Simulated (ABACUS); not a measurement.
## Run report: ZrSe2, single-point calculation at one volume of an equation of state (part 2 of 2)

Continued. System: ZrSe2 (3 atoms in the cell). Method: Kohn-Sham DFT of a periodic cell, PBE, PseudoDojo NC SR 0.4.1 PBE standard, no spin polarisation (ABACUS 3.10.1); cutoff 1360.57 eV, 8×8×5 k-mesh, fermi-dirac of 0.05 eV. The structure derives from an entry of the Crystallography Open Database. It belongs to a series of runs on one base structure; here: volume scaled by 0.94.

Geometry of the input (Å; fractional positions):
```
3.7205  0.0000  0.0000
-1.8602  3.2220  0.0000
0.0000  0.0000  6.0656
Zr 0.0000  0.0000  0.0000
Se 0.6667  0.3333  0.7500
Se 0.3333  0.6667  0.2500
```

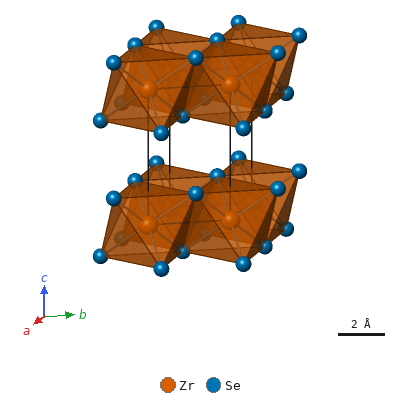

Figure 1. The input geometry (polyhedral view of the cell of the calculation, seen slightly off an axis; polyhedra are completed across the faces of the cell).

## Log, continued
```
----------------------------------------------------------
     Energy           Rydberg                 eV
----------------------------------------------------------
 E_KohnSham     -586.4402673439      -7978.9291725204
 E_Harris       -586.6383662261      -7981.6244460857
 E_Fermi        0.7432275252         10.1121292526
----------------------------------------------------------

 LCAO ALGORITHM --------------- ION=   1  ELEC=   3--------------------------------

 Density error is 0.0132850862429
----------------------------------------------------------
     Energy           Rydberg                 eV
----------------------------------------------------------
 E_KohnSham     -586.4506350823      -7979.0702328374
 E_Harris       -586.2235929092      -7975.9811655976
 E_Fermi        0.7503174753         10.2085929730
----------------------------------------------------------

 LCAO ALGORITHM --------------- ION=   1  ELEC=   4--------------------------------

 Density error is 0.00254039300772
----------------------------------------------------------
     Energy           Rydberg                 eV
----------------------------------------------------------
 E_KohnSham     -586.4550808937      -7979.1307212059
 E_Harris       -586.4236271311      -7978.7027708108
 E_Fermi        0.7493042267         10.1948070181
----------------------------------------------------------

 LCAO ALGORITHM --------------- ION=   1  ELEC=   5--------------------------------

 Density error is 0.000221109857195
----------------------------------------------------------
     Energy           Rydberg                 eV
----------------------------------------------------------
 E_KohnSham     -586.4552372954      -7979.1328491593
 E_Harris       -586.4535706580      -7979.1101733946
 E_Fermi        0.7502602679         10.2078146261
----------------------------------------------------------

 LCAO ALGORITHM --------------- ION=   1  ELEC=   6--------------------------------

 Density error is 3.70014588725e-05
----------------------------------------------------------
     Energy           Rydberg                 eV
----------------------------------------------------------
 E_KohnSham     -586.4552374188      -7979.1328508388
 E_Harris       -586.4532122303      -7979.1052967350
 E_Fermi        0.7503140538         10.2085464215
----------------------------------------------------------

 LCAO ALGORITHM --------------- ION=   1  ELEC=   7--------------------------------

 Density error is 1.4200565237e-05
----------------------------------------------------------
     Energy           Rydberg                 eV
----------------------------------------------------------
 E_KohnSham     -586.4552374189      -7979.1328508404
 E_Harris       -586.4548416811      -7979.1274665508
 E_Fermi        0.7503293763         10.2087548944
----------------------------------------------------------

 LCAO ALGORITHM --------------- ION=   1  ELEC=   8--------------------------------

 Density error is 8.55991275812e-07
----------------------------------------------------------
     Energy           Rydberg                 eV
----------------------------------------------------------
 E_KohnSham     -586.4552374220      -7979.1328508823
 E_Harris       -586.4552233816      -7979.1326598530
 E_Fermi        0.7503323156         10.2087948863
----------------------------------------------------------

 LCAO ALGORITHM --------------- ION=   1  ELEC=   9--------------------------------

 Density error is 3.70833841439e-07
----------------------------------------------------------
     Energy           Rydberg                 eV
----------------------------------------------------------
 E_KohnSham     -586.4552374220      -7979.1328508826
 E_Harris       -586.4552339200      -7979.1328032347
 E_Fermi        0.7503326633         10.2087996162
----------------------------------------------------------

 LCAO ALGORITHM --------------- ION=   1  ELEC=  10--------------------------------

 Density error is 2.0944759898e-08
----------------------------------------------------------
     Energy           Rydberg                 eV
----------------------------------------------------------
 E_KohnSham     -586.4552374220      -7979.1328508827
 E_KS(sigma->0) -586.4552123585      -7979.1325098754
 E_Harris       -586.4552375189      -7979.1328521998
 E_band         -62.0787894440       -844.6252613805
 E_one_elec     -312.7941929356      -4255.7833252360
 E_Hartree      167.7675501674       2282.5946217776
 E_xc           -117.0499205577      -1592.5458700318
 E_Ewald        -324.3786239690      -4413.3975953779
 E_entropy(-TS) -0.0000501271        -0.0006820146
 E_descf        0.0000000000         0.0000000000
 E_exx          0.0000000000         0.0000000000
 E_Fermi        0.7503326127         10.2087989283
----------------------------------------------------------

 charge density convergence is achieved
 final etot is -7979.1328509 eV
 EFERMI = 10.208798928 eV

 STATE ENERGY(eV) AND OCCUPATIONS    NSPIN == 1
 1/40 kpoint (Cartesian) = 0.0000 0.0000 0.0000 (2066 pws)
       1       -39.3181     0.00625000
       2       -37.0113     0.00625000
       3       -37.0113     0.00625000
       4       -37.0112     0.00625000
       5       -37.0112     0.00625000
       6       -36.9965     0.00625000
       7       -36.9965     0.00625000
       8       -36.9961     0.00625000
       9       -36.9961     0.00625000
      10       -36.9937     0.00625000
      11       -36.9935     0.00625000
      12       -17.4224     0.00625000
      13       -17.2836     0.00625000
      14       -17.2836     0.00625000
      15       -3.50905     0.00625000
      16       -2.05926     0.00625000
      17        5.04378     0.00625000
      18        7.08116     0.00625000
      19        7.08116     0.00625000
      20        9.99958     0.00615623
      21        9.99958     0.00615623
      22        10.0491     0.00600401
      23        11.0788    1.73321e-10
      24        11.0788    1.73321e-10
      25        11.6523    1.81003e-15
      26        14.6538    1.53835e-41
      27        14.6538    1.53835e-41

 2/40 kpoint (Cartesian) = -0.033598 0.019398 0.0000 (2073 pws)
       1       -39.3163      0.0375000
       2       -37.0113      0.0375000
       3       -37.0113      0.0375000
       4       -37.0110      0.0375000
       5       -37.0105      0.0375000
       6       -36.9965      0.0375000
       7       -36.9964      0.0375000
       8       -36.9961      0.0375000
       9       -36.9960      0.0375000
      10       -36.9937      0.0375000
      11       -36.9935      0.0375000
      12       -17.4146      0.0375000
      13       -17.3202      0.0375000
      14       -17.2913      0.0375000
      15       -3.34990      0.0375000
      16       -2.08802      0.0375000
      17        5.27041      0.0375000
      18        6.86827      0.0375000
      19        7.17286      0.0375000
      20        8.80351      0.0375000
      21        9.44805      0.0375000
      22        10.0173      0.0367027
      23        11.1668    1.79062e-10
      24        11.6597    9.36400e-15
      25        11.9190    5.23651e-17
      26        14.1686    1.51372e-36
      27        14.6001    2.69972e-40

 3/40 kpoint (Cartesian) = -0.067196 0.038796 0.0000 (2049 pws)
       1       -39.3119      0.0375000
       2       -37.0113      0.0375000
       3       -37.0113      0.0375000
       4       -37.0108      0.0375000
       5       -37.0088      0.0375000
       6       -36.9965      0.0375000
       7       -36.9963      0.0375000
       8       -36.9961      0.0375000
       9       -36.9958      0.0375000
      10       -36.9935      0.0375000
      11       -36.9933      0.0375000
      12       -17.4097      0.0375000
      13       -17.3916      0.0375000
      14       -17.3098      0.0375000
      15       -2.94297      0.0375000
      16       -2.14465      0.0375000
      17        5.85582      0.0375000
      18        6.57402      0.0375000
      19        7.15075      0.0375000
      20        7.34140      0.0375000
      21        8.84287      0.0375000
      22        9.38137      0.0375000
      23        10.9085    3.13702e-08
      24        12.2600    5.71686e-20
      25        12.4463    1.37896e-21
      26        14.5417    8.69217e-40
      27        14.7985    5.10916e-42

 4/40 kpoint (Cartesian) = -0.10079 0.058193 0.0000 (2025 pws)
       1       -39.3074      0.0375000
       2       -37.0114      0.0375000
       3       -37.0113      0.0375000
       4       -37.0106      0.0375000
       5       -37.0071      0.0375000
       6       -36.9965      0.0375000
       7       -36.9962      0.0375000
       8       -36.9961      0.0375000
       9       -36.9957      0.0375000
      10       -36.9933      0.0375000
      11       -36.9931      0.0375000
      12       -17.4933      0.0375000
      13       -17.3719      0.0375000
      14       -17.3283      0.0375000
      15       -2.53133      0.0375000
      16       -2.14861      0.0375000
      17        5.60410      0.0375000
      18        6.56974      0.0375000
      19        6.92997      0.0375000
      20        7.37232      0.0375000
      21        8.33604      0.0375000
      22        8.61504      0.0375000
      23        10.6783    3.13188e-06
      24        12.5690    1.18374e-22
      25        12.9657    4.24284e-26
      26        15.0715    2.17230e-44
      27        15.2652    4.51938e-46

 5/40 kpoint (Cartesian) = 0.13439 0.23277 0.0000 (2082 pws)
       1       -39.3056      0.0187500
       2       -37.0114      0.0187500
       3       -37.0113      0.0187500
       4       -37.0105      0.0187500
       5       -37.0064      0.0187500
       6       -36.9965      0.0187500
       7       -36.9963      0.0187500
       8       -36.9961      0.0187500
       9       -36.9956      0.0187500
      10       -36.9932      0.0187500
      11       -36.9930      0.0187500
      12       -17.5278      0.0187500
      13       -17.3629      0.0187500
      14       -17.3360      0.0187500
      15       -2.42267      0.0187500
      16       -2.06484      0.0187500
      17        5.11593      0.0187500
      18        6.92840      0.0187500
      19        7.14998      0.0187500
      20        7.33392      0.0187500
      21        7.75181      0.0187500
      22        8.59988      0.0187500
      23        10.5897    9.21520e-06
      24        12.7027    4.08708e-24
      25        13.1064    1.27202e-27
      26        15.1924    9.68967e-46
      27        15.4891    2.56257e-48

 6/40 kpoint (Cartesian) = -0.033598 0.058193 0.0000 (2049 pws)
       1       -39.3132      0.0375000
       2       -37.0114      0.0375000
       3       -37.0111      0.0375000
       4       -37.0110      0.0375000
       5       -37.0093      0.0375000
       6       -36.9965      0.0375000
       7       -36.9964      0.0375000
       8       -36.9961      0.0375000
       9       -36.9959      0.0375000
      10       -36.9935      0.0375000
      11       -36.9934      0.0375000
      12       -17.4004      0.0375000
      13       -17.3779      0.0375000
      14       -17.3084      0.0375000
      15       -3.06493      0.0375000
      16       -2.13080      0.0375000
      17        5.69183      0.0375000
      18        6.64991      0.0375000
      19        7.19294      0.0375000
      20        7.79538      0.0375000
      21        8.61866      0.0375000
      22        9.69939      0.0374986
      23        11.3047    1.13605e-11
      24        11.8903    9.29584e-17
      25        12.4243    2.14145e-21
      26        14.1762    1.29940e-36
      27        14.6145    2.02578e-40

[... levels at 34 further k points ...]

 correction force for each atom along direction 1 is -8.48858e-16
 correction force for each atom along direction 2 is 1.24784e-14
 correction force for each atom along direction 3 is 3.78447e-14
------------------------------------------------------------------------------------------
 TOTAL-FORCE (eV/Angstrom)
------------------------------------------------------------------------------------------
                       Zr1         0.0000000000         0.0000000000         0.0000000000
                       Se1         0.0000000000         0.0000000000        -1.1594847456
                       Se2         0.0000000000         0.0000000000         1.1594847456
------------------------------------------------------------------------------------------

----------------------------------------------------------------
 TOTAL-STRESS (KBAR)
----------------------------------------------------------------
        80.7735991012         0.0000000013         0.0000000000
         0.0000000013        80.7735991006         0.0000000000
         0.0000000000        -0.0000000000        93.6996158976
----------------------------------------------------------------
 TOTAL-PRESSURE: 85.082271 KBAR

 --------------------------------------------
 !FINAL_ETOT_IS -7979.1328508826891266 eV
 --------------------------------------------
```

## Standard output
```
ABACUS v3.10.1

               Atomic-orbital Based Ab-initio Computation at UStc

%%%%%%%%%%%%%%%%%%%%%%%%%%%%%%%%%%%%%%%%%%%%%%%%%%%%%%%%%%%%%%%%%%%%%%%%%%%%%%%%%%%%%%%%%%%%%%%%%%%%%%%%%
 Warning: the number of valence electrons in pseudopotential > 4 for Zr: [Kr] 4d2 5s2
 Warning: the number of valence electrons in pseudopotential > 6 for Se: [Ar] 3d10 4s2 4p4
 Pseudopotentials with additional electrons can yield (more) accurate outcomes, but may be less efficient.
 If you're confident that your chosen pseudopotential is appropriate, you can safely ignore this warning.
%%%%%%%%%%%%%%%%%%%%%%%%%%%%%%%%%%%%%%%%%%%%%%%%%%%%%%%%%%%%%%%%%%%%%%%%%%%%%%%%%%%%%%%%%%%%%%%%%%%%%%%%%

 UNIFORM GRID DIM        : 45 * 45 * 75
 UNIFORM GRID DIM(BIG)   : 9 * 9 * 15
 ---------------------------------------------------------
 Self-consistent calculations for electrons
 ---------------------------------------------------------
 SPIN    KPOINTS         PROCESSORS  THREADS     NBASE
 1       40              4           4           62
 ---------------------------------------------------------
 Use Systematically Improvable Atomic bases
 ---------------------------------------------------------
 ELEMENT ORBITALS        NBASE       NATOM       XC
 Zr      3s2p2d1f-8au    26          1
 Se      2s2p2d-7au      18          2
 ---------------------------------------------------------
 Initial plane wave basis and FFT box
 ---------------------------------------------------------
 -------------------------------------------
 SELF-CONSISTENT :
 -------------------------------------------
 START CHARGE      : atomic
 ITER       ETOT/eV          EDIFF/eV         DRHO     TIME/s
 GE1     -7.97883287e+03   0.00000000e+00   4.2599e-02   0.54
 GE2     -7.97892917e+03  -9.62983811e-02   1.7601e-02   0.49
 GE3     -7.97907023e+03  -1.41060317e-01   1.3285e-02   0.53
 GE4     -7.97913072e+03  -6.04883685e-02   2.5404e-03   0.52
 GE5     -7.97913285e+03  -2.12795339e-03   2.2111e-04   0.49
 GE6     -7.97913285e+03  -1.67952955e-06   3.7001e-05   0.48
 GE7     -7.97913285e+03  -1.55297594e-09   1.4201e-05   0.51
 GE8     -7.97913285e+03  -4.19597393e-08   8.5599e-07   0.50
 GE9     -7.97913285e+03  -2.67594459e-10   3.7083e-07   0.51
 GE10    -7.97913285e+03  -8.66201717e-11   2.0945e-08   0.49
----------------------------------------------------------------
 TOTAL-STRESS (KBAR)
----------------------------------------------------------------
        80.7735991012         0.0000000013         0.0000000000
         0.0000000013        80.7735991006         0.0000000000
         0.0000000000        -0.0000000000        93.6996158976
----------------------------------------------------------------
 TOTAL-PRESSURE: 85.082271 KBAR
```

## Results in brief

- outcome: converged
- space group (tolerance 0.01 Å): P-3m1 (164)
- electrons treated: 44
- free energy: −7979.1329 eV
- Fermi energy: 10.209 eV
- gap on the k-point mesh: 0.34 eV
- pressure: 8.51 GPa
- largest force (length of the vector): 1.159 eV/Å
- hardware: 4 threads of AMD EPYC (Zen 3), 24 GiB of memory available, shared host
- wall time: 7.3 s (CPU time 29 s)
- peak memory: 0.48 GiB

## Notes

Points of doubt noted for this run: home made orbitals. The cell is under a pressure of 8.5 GPa at this level, so it is not at its equilibrium volume.
